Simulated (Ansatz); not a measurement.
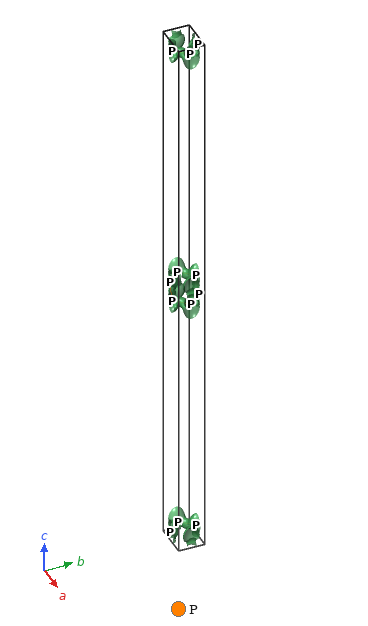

P. Isosurface of the electron localisation function at 0.7 (green), seen at an oblique angle. Core shells and regions of very low density are left out. Sticks mark near contacts.

Space group P2/m; a structure from a database of computed crystals, not necessarily the ambient phase.

All numbers below come from DFT PBEsol, scalar-relativistic, plane waves, PAW (Ansatz 0.2.0).

Core electrons are frozen (PAW), and the valence fields are smoothed inside the atomic spheres.

The calculation's input:

```
crystal:
  lattice:
    - [-3.2843671164, 0.0, 0.0]
    - [0.0, 0.0, -4.4369101505]
    - [0.0, -69.7494942429, 0.0]
  atoms:
    - { symbol: P, position: [0.0, 0.4173798676, 0.0151561881] }
    - { symbol: P, position: [0.0, 0.4106190123, 0.5151619505] }
    - { symbol: P, position: [0.0, 0.5893809877, 0.4848380495] }
    - { symbol: P, position: [0.0, 0.5826201324, 0.9848438119] }
    - { symbol: P, position: [0.5, 0.9241407229, 0.4848495743] }
    - { symbol: P, position: [0.5, 0.9173798676, 0.9848438119] }
    - { symbol: P, position: [0.5, 0.0826201324, 0.0151561881] }
    - { symbol: P, position: [0.5, 0.0758592771, 0.5151504257] }
basis:
  ecutwfc: 420
kpoints:
  mp_grid: { grid: [8, 6, 1] }
hamiltonian:
  xc: pbesol
scf:
  occupations: { method: gaussian, width: 0.05 }
output:
  forces: true
  stress: true
  eigenvalues: true
  write_density: true
  write_potential: true
  elf: true
  volumetric_format: npy
```

Run with:

```sh
ansatz run input.yaml --threads 2 --pin off --max-ram 5120MiB --backend cpu --events-out ev --progress --plain --runs-dir out
```

Below, planes, directions and counts refer to the conventional cell (a = 4.44 Å, b = 3.28 Å, c = 69.75 Å, α = 90.00°, β = 90.00°, γ = 90.00°).

What do the ELF domains correspond to?

The surface consists of sheets that run through the cell in two directions, counted in one cell of 8 atoms. Any copies at cell faces, edges or corners count once. There are no localised bonds or lone pairs at this value. Along the contacts the grid gives the following. P–P (2.21 Å): the ELF peaks at about 0.90 between the atoms: localised, covalent bonding. P–P (2.26 Å): the ELF peaks at about 0.90 between the atoms; a shared electron pair.

Does the calculation give a band gap?

It is gapped, with a Kohn–Sham gap of 0.70 eV on the k-point mesh (the band edges may lie off the mesh, which would make the gap smaller).
